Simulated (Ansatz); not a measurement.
Run report: LiNbO3, nudged elastic band (part 1 of 3)

- system: LiNbO3 (10 atoms in the cell)
- method: DFT PBE, scalar-relativistic, plane waves, PAW, no spin polarisation (Ansatz 0.2.0)

The structure derives from an entry of the Crystallography Open Database. It belongs to a series of runs on one base structure; here: band between the two distorted minima. Figures and captions count atoms from 1; the log counts them from 0 in places.

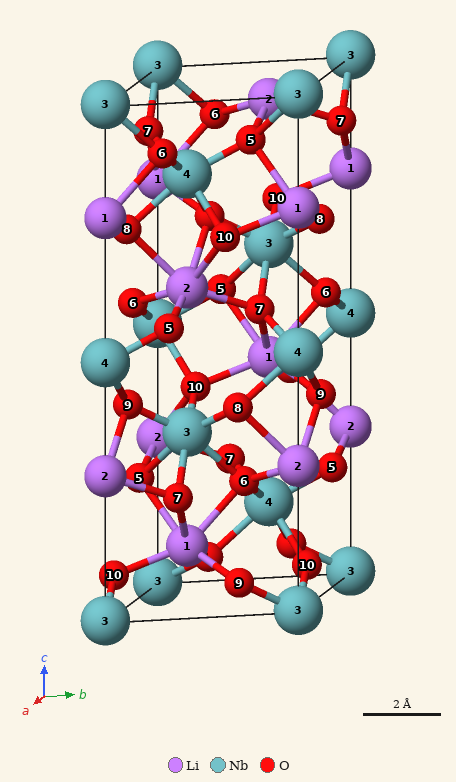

*The starting structure (ball-and-stick view of the cell 3 times as large as that of the calculation, set on its symmetry axes, seen slightly off an axis; atoms are numbered from 1 in the order of the input).*

Input
```yaml
crystal:
  lattice:
    - [2.6115578418, 1.507783623, 4.5982666595]
    - [-2.6115578418, 1.507783623, 4.5982666595]
    - [0.0, -3.0155672459, 4.5982666595]
  atoms:
    - { symbol: Li, position: [0.2155876619, 0.2155876619, 0.2155876619] }
    - { symbol: Li, position: [0.7155876619, 0.7155876619, 0.7155876619] }
    - { symbol: Nb, position: [-0.0044456697, -0.0044456697, -0.0044456697] }
    - { symbol: Nb, position: [0.4955543303, 0.4955543303, 0.4955543303] }
    - { symbol: O, position: [0.1389404192, 0.3839670278, 0.7747506987] }
    - { symbol: O, position: [0.7747506987, 0.1389404192, 0.3839670278] }
    - { symbol: O, position: [0.3839670278, 0.7747506987, 0.1389404192] }
    - { symbol: O, position: [0.8839670278, 0.6389404192, 0.2747506987] }
    - { symbol: O, position: [0.2747506987, 0.8839670278, 0.6389404192] }
    - { symbol: O, position: [0.6389404192, 0.2747506987, 0.8839670278] }
basis:
  ecutwfc: 420
kpoints:
  mp_grid: { grid: [6, 6, 6] }
hamiltonian:
  xc: pbe
scf:
  occupations: { method: gaussian, width: 0.05 }
output:
  forces: true
neb:
  images: 5
  f_tol: 0.05
  max_iterations: 60
  order_check: false
  final_atoms:
    - { symbol: Li, position: [0.2844123196, 0.2844123196, 0.2844123196] }
    - { symbol: Li, position: [0.7844123196, 0.7844123196, 0.7844123196] }
    - { symbol: Nb, position: [0.0044456516, 0.0044456516, 0.0044456516] }
    - { symbol: Nb, position: [0.5044456516, 0.5044456516, 0.5044456516] }
    - { symbol: O, position: [0.1160330015, 0.3610595606, 0.7252493287] }
    - { symbol: O, position: [0.7252493287, 0.1160330015, 0.3610595606] }
    - { symbol: O, position: [0.3610595606, 0.7252493287, 0.1160330015] }
    - { symbol: O, position: [0.8610595606, 0.6160330015, 0.2252493287] }
    - { symbol: O, position: [0.2252493287, 0.8610595606, 0.6160330015] }
    - { symbol: O, position: [0.6160330015, 0.2252493287, 0.8610595606] }
```

Machine: 2 threads of AMD EPYC (Zen 3), 32 GiB of memory available, shared host.

Run as:
```bash
ansatz run input.yaml --threads 2 --pin off --max-ram 5120MiB --backend cpu --events-out ev --progress --plain --runs-dir out
```

Log
```
Warning: neb: disabling space-group detection — the band's intermediate images generally break the endpoint symmetry, so no spatial operation reduces the k-mesh or symmetrises the density, except that a semilocal band can use its path's symmetry ahead of convergence; time reversal is kept, so that k and −k are solved as one point where they differ and the mesh holds both, and exact exchange and, on two spinor components, a DFT+U term hold to it where the run has them: on two components no moment then forms, and a state that bears one, which a typed moment (crystal.atoms[].spin; refused beside efield: under a hybrid functional) reaches, can lie lower, under hf by electronvolts; crystal.symmetry.detect: false (a key that needs symmetry detection or time reversal refuses this as the deck is read) with time_reversal: false beside it drops time reversal too
Engine: ansatz 0.2.0, x86_64-unknown-linux-gnu
Pseudopotentials: kind: paw
Pseudopotential: Li, paw, valence charge 3, recommended cutoff 420 eV (normal), Li.paw.azcp
Pseudopotential: Nb, paw, valence charge 13, recommended cutoff 420 eV (normal), Nb.paw.azcp
Pseudopotential: O, paw, valence charge 6, recommended cutoff 420 eV (normal), O.paw.azcp
Functional definition: PBE
  parameter kappa = 0.804
  parameter beta = 0.06672455060314922
  exchange = pbe_x(kappa = kappa, mu = beta*pi^2/3)
  correlation = pbe_c(beta = beta)
parallel-image band execution: 2 concurrent image workers
NEB image 0
Crystal: 10 atoms, lattice volume = 108.639 Å³
Basis set: ecut = 420 eV, 2133 PW (Γ), exchange–correlation on 80×80×80 points (8 copies of the dense FFT grid, shifted against one another)
Bands: 44, of which v1, the nominal top of the filled ones, is band 34 counted from 1 (33 counted from 0)
Symmetry: 1 space group operations
k-points: 112 of 216 (time reversal used)
Non-local potential: Li, projectors of the file, l = 0: 3, l = 1: 2, l = 2: 1
Non-local potential: Nb, projectors of the file, l = 0: 3, l = 1: 2, l = 2: 2, l = 3: 1
Non-local potential: O, projectors of the file, l = 0: 2, l = 1: 2, l = 2: 1
PAW form: soft (Blöchl's): semilocal exchange-correlation on the pseudo side does not see the compensation charge
PAW one-centre angular grid: Li, 110 points (default); XC on 64 Gauss nodes
PAW one-centre angular grid: Nb, 590 points (default); XC on 64 Gauss nodes
PAW one-centre angular grid: O, 110 points (default); XC on 64 Gauss nodes
Initial density: superposition of atomic densities (neutral atoms: chi_scale 0, normalization atom), corrected by the library's trained network
Initial wavefunctions: pseudopotential atomic-orbital guess
Functional: x = pbe(κ = 0.804, μ = 0.2195149727645171), c = pbe(β = 0.06672455060314922)
SCF iter   1: F=—  HF=-12929.462234 eV  |F-HF|=—  |Δ(HF+E_count)|=         —  Δρ=1.58e-3  dr2=1.05e-3  ethr=1.77e-3  ⟨swp⟩=6.2  Hψ=20308  notcnv=0
preconditioner: auto → Resta (q_TF=auto, 2.523 Å⁻¹)  ε∞=5.6  [insulator: Δε(μ)=3.546 eV  Ē_g=11.536 eV  σ=0.050 eV  W_gap=1.00  n_scr=26 (ndim 8)  ℏωp=24.7 eV  f_vac=0.020  D(μ)=0.00/eV (n_scr^D=0)  ε∞_Penn≈5.6]
SCF iter   2: F=—  HF=-12929.463696 eV  |F-HF|=—  |Δ(HF+E_count)|=   1.46e-3  Δρ=8.70e-4  dr2=2.87e-4  ethr=1.54e-6  ⟨swp⟩=2.0  Hψ=8856  notcnv=0  defer=12
SCF iter   3: F=—  HF=-12929.464232 eV  |F-HF|=—  |Δ(HF+E_count)|=   5.36e-4  Δρ=4.32e-4  dr2=8.18e-5  ethr=4.21e-7  ⟨swp⟩=2.1  Hψ=6535  notcnv=0  defer=12
SCF iter   4: F=—  HF=-12929.464419 eV  |F-HF|=—  |Δ(HF+E_count)|=   1.87e-4  Δρ=6.33e-5  dr2=5.49e-6  ethr=1.20e-7  ⟨swp⟩=2.0  Hψ=7154  notcnv=0  defer=12
SCF iter   5: F=—  HF=-12929.464423 eV  |F-HF|=—  |Δ(HF+E_count)|=   4.58e-6  Δρ=2.25e-5  dr2=7.76e-7  ethr=8.07e-9  ⟨swp⟩=2.1  Hψ=6675  notcnv=0  defer=12
SCF iter   6: F=-12929.464424 eV  HF=-12929.464424 eV  |F-HF|=4.38e-8  |Δ(HF+E_count)|=   8.47e-7  Δρ=8.30e-6  dr2=8.54e-8  ethr=1.47e-10  ⟨swp⟩=3.0  Hψ=18582  notcnv=0
SCF 1 converged in 6 iterations: F = -12929.464424 eV  dr2 = 8.54e-8
  greatest PAW one-centre occupation: 1.000 electrons in one spin orbital (limit 2), on the Li atom at site 1 (counted from 0), in its partial waves of l = 0
NSCF: frozen V_eff on 112 k-points
NEB image 6
SCF iter   1: F=—  HF=-12929.462257 eV  |F-HF|=—  |Δ(HF+E_count)|=         —  Δρ=1.59e-3  dr2=1.05e-3  ethr=1.77e-3  ⟨swp⟩=6.2  Hψ=20372  notcnv=0
SCF iter   2: F=—  HF=-12929.463697 eV  |F-HF|=—  |Δ(HF+E_count)|=   1.44e-3  Δρ=8.71e-4  dr2=2.87e-4  ethr=1.54e-6  ⟨swp⟩=2.0  Hψ=8837  notcnv=0  defer=12
SCF iter   3: F=—  HF=-12929.464232 eV  |F-HF|=—  |Δ(HF+E_count)|=   5.35e-4  Δρ=4.32e-4  dr2=8.18e-5  ethr=4.23e-7  ⟨swp⟩=2.1  Hψ=6494  notcnv=0  defer=12
SCF iter   4: F=—  HF=-12929.464419 eV  |F-HF|=—  |Δ(HF+E_count)|=   1.86e-4  Δρ=6.34e-5  dr2=5.51e-6  ethr=1.20e-7  ⟨swp⟩=2.0  Hψ=7148  notcnv=0  defer=12
SCF iter   5: F=—  HF=-12929.464423 eV  |F-HF|=—  |Δ(HF+E_count)|=   4.58e-6  Δρ=2.25e-5  dr2=7.77e-7  ethr=8.11e-9  ⟨swp⟩=2.1  Hψ=6752  notcnv=0  defer=12
SCF iter   6: F=-12929.464424 eV  HF=-12929.464424 eV  |F-HF|=4.44e-8  |Δ(HF+E_count)|=   8.47e-7  Δρ=8.26e-6  dr2=8.45e-8  ethr=1.47e-10  ⟨swp⟩=3.0  Hψ=18611  notcnv=0
SCF 2 converged in 6 iterations: F = -12929.464424 eV  dr2 = 8.45e-8
  greatest PAW one-centre occupation: 1.000 electrons in one spin orbital (limit 2), on the Li atom at site 0 (counted from 0), in its partial waves of l = 0
NSCF: frozen V_eff on 112 k-points
NEB end point (image 0): max|allowed force component| = 2.054e-3 eV/Å (the criterion of neb.relax_end_points is 1.000e-2)
NEB end point (image 6): max|allowed force component| = 2.053e-3 eV/Å (the criterion of neb.relax_end_points is 1.000e-2)
NEB image 1
SCF iter   1: F=—  HF=-12929.381352 eV  |F-HF|=—  |Δ(HF+E_count)|=         —  Δρ=1.44e-3  dr2=7.76e-4  ethr=1.77e-3  ⟨swp⟩=6.1  Hψ=20102  notcnv=0  defer=4
preconditioner: auto → Resta (q_TF=auto, 2.523 Å⁻¹)  ε∞=5.6  [insulator: Δε(μ)=3.075 eV  Ē_g=11.452 eV  σ=0.050 eV  W_gap=1.00  n_scr=26 (ndim 8)  ℏωp=24.7 eV  f_vac=0.016  D(μ)=0.00/eV (n_scr^D=0)  ε∞_Penn≈5.6]
SCF iter   2: F=—  HF=-12929.382824 eV  |F-HF|=—  |Δ(HF+E_count)|=   1.47e-3  Δρ=7.90e-4  dr2=2.36e-4  ethr=1.14e-6  ⟨swp⟩=2.1  Hψ=9300  notcnv=0  defer=62
SCF iter   3: F=—  HF=-12929.383316 eV  |F-HF|=—  |Δ(HF+E_count)|=   4.93e-4  Δρ=3.79e-4  dr2=7.23e-5  ethr=3.47e-7  ⟨swp⟩=2.0  Hψ=6469  notcnv=0  defer=62
SCF iter   4: F=—  HF=-12929.383456 eV  |F-HF|=—  |Δ(HF+E_count)|=   1.40e-4  Δρ=6.07e-5  dr2=4.13e-6  ethr=1.06e-7  ⟨swp⟩=2.0  Hψ=7182  notcnv=0  defer=62
SCF iter   5: F=—  HF=-12929.383459 eV  |F-HF|=—  |Δ(HF+E_count)|=   2.82e-6  Δρ=1.95e-5  dr2=4.06e-7  ethr=6.07e-9  ⟨swp⟩=2.2  Hψ=7031  notcnv=0  defer=62
SCF iter   6: F=-12929.383459 eV  HF=-12929.383459 eV  |F-HF|=1.32e-9  |Δ(HF+E_count)|=   4.33e-7  Δρ=8.00e-6  dr2=7.78e-8  ethr=1.47e-10  ⟨swp⟩=4.1  Hψ=15334  notcnv=0
SCF 3 converged in 6 iterations: F = -12929.383459 eV  dr2 = 7.78e-8
NEB image 2
SCF iter   1: F=—  HF=-12929.241492 eV  |F-HF|=—  |Δ(HF+E_count)|=         —  Δρ=1.36e-3  dr2=7.05e-4  ethr=1.77e-3  ⟨swp⟩=6.2  Hψ=20087  notcnv=0  defer=7
preconditioner: auto → Resta (q_TF=auto, 2.523 Å⁻¹)  ε∞=5.7  [insulator: Δε(μ)=2.678 eV  Ē_g=11.389 eV  σ=0.050 eV  W_gap=1.00  n_scr=26 (ndim 8)  ℏωp=24.7 eV  f_vac=0.012  D(μ)=0.00/eV (n_scr^D=0)  ε∞_Penn≈5.7]
SCF iter   2: F=—  HF=-12929.242716 eV  |F-HF|=—  |Δ(HF+E_count)|=   1.22e-3  Δρ=7.52e-4  dr2=2.53e-4  ethr=1.04e-6  ⟨swp⟩=2.1  Hψ=9559  notcnv=0  defer=71
SCF iter   3: F=—  HF=-12929.243238 eV  |F-HF|=—  |Δ(HF+E_count)|=   5.22e-4  Δρ=3.06e-4  dr2=1.21e-4  ethr=3.72e-7  ⟨swp⟩=2.0  Hψ=8321  notcnv=0  defer=71
SCF iter   4: F=—  HF=-12929.243220 eV  |F-HF|=—  |Δ(HF+E_count)|=   1.84e-5  Δρ=8.69e-5  dr2=8.05e-6  ethr=1.78e-7  ⟨swp⟩=2.5  Hψ=6743  notcnv=0  defer=71
SCF iter   5: F=—  HF=-12929.243225 eV  |F-HF|=—  |Δ(HF+E_count)|=   4.91e-6  Δρ=2.92e-5  dr2=9.43e-7  ethr=1.18e-8  ⟨swp⟩=2.6  Hψ=8376  notcnv=0  defer=71
SCF iter   6: F=—  HF=-12929.243226 eV  |F-HF|=—  |Δ(HF+E_count)|=   8.86e-7  Δρ=1.50e-5  dr2=3.04e-7  ethr=1.39e-9  ⟨swp⟩=2.0  Hψ=7082  notcnv=0  defer=71
SCF iter   7: F=-12929.243226 eV  HF=-12929.243226 eV  |F-HF|=3.58e-9  |Δ(HF+E_count)|=   3.01e-9  Δρ=3.06e-6  dr2=1.09e-8  ethr=1.47e-10  ⟨swp⟩=4.0  Hψ=14592  notcnv=0
SCF 4 converged in 7 iterations: F = -12929.243226 eV  dr2 = 1.09e-8
NEB image 3
SCF iter   1: F=—  HF=-12929.175815 eV  |F-HF|=—  |Δ(HF+E_count)|=         —  Δρ=1.35e-3  dr2=7.93e-4  ethr=1.77e-3  ⟨swp⟩=6.2  Hψ=19959  notcnv=0  defer=10
preconditioner: auto → Resta (q_TF=auto, 2.523 Å⁻¹)  ε∞=5.7  [insulator: Δε(μ)=2.510 eV  Ē_g=11.366 eV  σ=0.050 eV  W_gap=1.00  n_scr=26 (ndim 8)  ℏωp=24.7 eV  f_vac=0.011  D(μ)=0.00/eV (n_scr^D=0)  ε∞_Penn≈5.7]
SCF iter   2: F=—  HF=-12929.176773 eV  |F-HF|=—  |Δ(HF+E_count)|=   9.58e-4  Δρ=7.44e-4  dr2=2.54e-4  ethr=1.17e-6  ⟨swp⟩=2.1  Hψ=9574  notcnv=0  defer=70
SCF iter   3: F=—  HF=-12929.177212 eV  |F-HF|=—  |Δ(HF+E_count)|=   4.39e-4  Δρ=2.36e-4  dr2=4.14e-5  ethr=3.73e-7  ⟨swp⟩=2.0  Hψ=7221  notcnv=0  defer=70
SCF iter   4: F=—  HF=-12929.177213 eV  |F-HF|=—  |Δ(HF+E_count)|=   1.48e-6  Δρ=7.89e-5  dr2=8.23e-6  ethr=6.08e-8  ⟨swp⟩=2.0  Hψ=7146  notcnv=0  defer=70
SCF iter   5: F=—  HF=-12929.177216 eV  |F-HF|=—  |Δ(HF+E_count)|=   3.07e-6  Δρ=4.20e-5  dr2=2.50e-6  ethr=1.21e-8  ⟨swp⟩=2.0  Hψ=7304  notcnv=0  defer=70
SCF iter   6: F=—  HF=-12929.177216 eV  |F-HF|=—  |Δ(HF+E_count)|=   1.13e-7  Δρ=1.90e-5  dr2=5.30e-7  ethr=3.68e-9  ⟨swp⟩=2.0  Hψ=4803  notcnv=0  defer=70
SCF iter   7: F=-12929.177216 eV  HF=-12929.177216 eV  |F-HF|=1.70e-8  |Δ(HF+E_count)|=   2.00e-8  Δρ=4.64e-6  dr2=3.07e-8  ethr=1.47e-10  ⟨swp⟩=2.9  Hψ=17261  notcnv=0
SCF 5 converged in 7 iterations: F = -12929.177216 eV  dr2 = 3.07e-8
NEB image 4
SCF iter   1: F=—  HF=-12929.241577 eV  |F-HF|=—  |Δ(HF+E_count)|=         —  Δρ=1.36e-3  dr2=7.06e-4  ethr=1.77e-3  ⟨swp⟩=6.2  Hψ=20088  notcnv=0  defer=6
SCF iter   2: F=—  HF=-12929.242714 eV  |F-HF|=—  |Δ(HF+E_count)|=   1.14e-3  Δρ=7.52e-4  dr2=2.54e-4  ethr=1.04e-6  ⟨swp⟩=2.1  Hψ=9553  notcnv=0  defer=71
SCF iter   3: F=—  HF=-12929.243237 eV  |F-HF|=—  |Δ(HF+E_count)|=   5.23e-4  Δρ=3.16e-4  dr2=1.28e-4  ethr=3.73e-7  ⟨swp⟩=2.0  Hψ=8321  notcnv=0  defer=71
SCF iter   4: F=—  HF=-12929.243217 eV  |F-HF|=—  |Δ(HF+E_count)|=   1.97e-5  Δρ=8.74e-5  dr2=8.30e-6  ethr=1.88e-7  ⟨swp⟩=2.5  Hψ=6721  notcnv=0  defer=71
SCF iter   5: F=—  HF=-12929.243224 eV  |F-HF|=—  |Δ(HF+E_count)|=   7.14e-6  Δρ=2.90e-5  dr2=9.41e-7  ethr=1.22e-8  ⟨swp⟩=2.7  Hψ=8598  notcnv=0  defer=71
SCF iter   6: F=—  HF=-12929.243225 eV  |F-HF|=—  |Δ(HF+E_count)|=   9.00e-7  Δρ=1.52e-5  dr2=3.14e-7  ethr=1.38e-9  ⟨swp⟩=2.0  Hψ=7055  notcnv=0  defer=71
SCF iter   7: F=-12929.243225 eV  HF=-12929.243225 eV  |F-HF|=4.41e-9  |Δ(HF+E_count)|=   4.71e-9  Δρ=3.12e-6  dr2=1.19e-8  ethr=1.47e-10  ⟨swp⟩=2.8  Hψ=15847  notcnv=0
SCF 6 converged in 7 iterations: F = -12929.243225 eV  dr2 = 1.19e-8
NEB image 5
```
